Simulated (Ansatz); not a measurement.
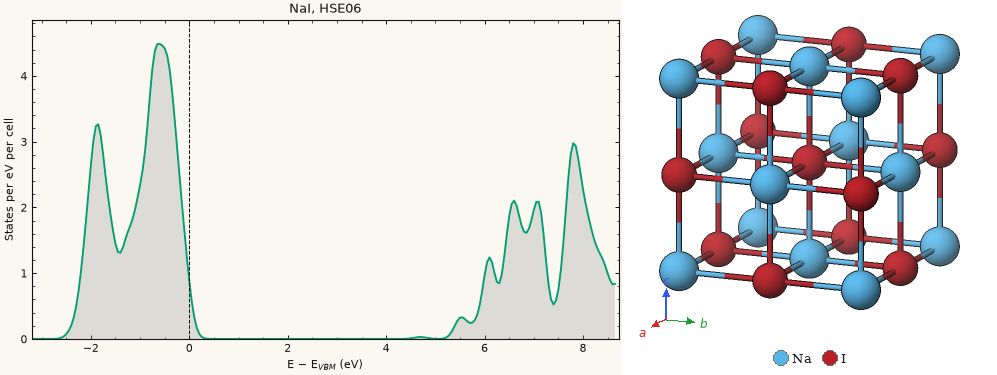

Density of states, beside the structure. Energies are counted from the top of the valence band. The curve is built from the levels of the k mesh with Gaussians 0.3 eV wide, which also blur the band edges.

The material is NaI, space group Fm-3m, 2 atoms in the cell, rocksalt type.

Method: DFT, HSE06, plane waves, PAW, no spin polarisation, 6×6×6 k mesh (Ansatz).

### Is there a gap at the Fermi level, and how wide?

There is a gap; over the k points computed it is 4.69 eV (direct among those points).

### How wide is the upper valence band?

The upper group of valence states starts about 2.4 eV under the valence-band top, with a gap beneath it; it holds about 6 electrons a cell.

### Where is the tallest peak of the filled states in the window?

Within the window shown, the tallest peak of the filled states lies 0.6 eV under the valence-band top, at about 4.5 states per eV and cell.

Spin-orbit coupling is left out, which matters for I.
